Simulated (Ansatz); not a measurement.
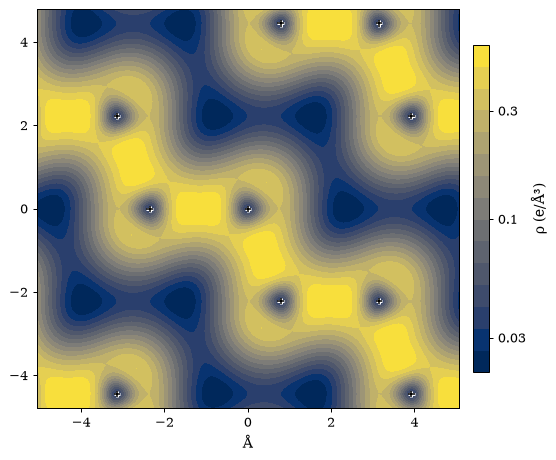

The valence pseudo-density on a plane through atoms (crosses mark nuclei in the plane).

Theory: DFT r2SCAN, scalar-relativistic, plane waves, PAW (Ansatz).

Candidates:
A. Si, a = 9.43 Å, b = 9.43 Å, c = 9.43 Å, α = 109.47°, β = 109.47°, γ = 109.47°. Space group Fd-3m; a structure from a database of computed crystals, not necessarily the ambient phase.
B. MgSi32 (cell charge +1, with a compensating background) (cell with a defect), a = 9.43 Å, b = 9.43 Å, c = 9.43 Å, α = 109.47°, β = 109.47°, γ = 109.47°. Spin-polarised.

Which candidate gave the map?

Answer. Candidate A: Si on the (100) plane of the calculation cell, which holds Si. Si–Si (2.36 Å): the density is about 0.58 e/Å³ at the midpoint.
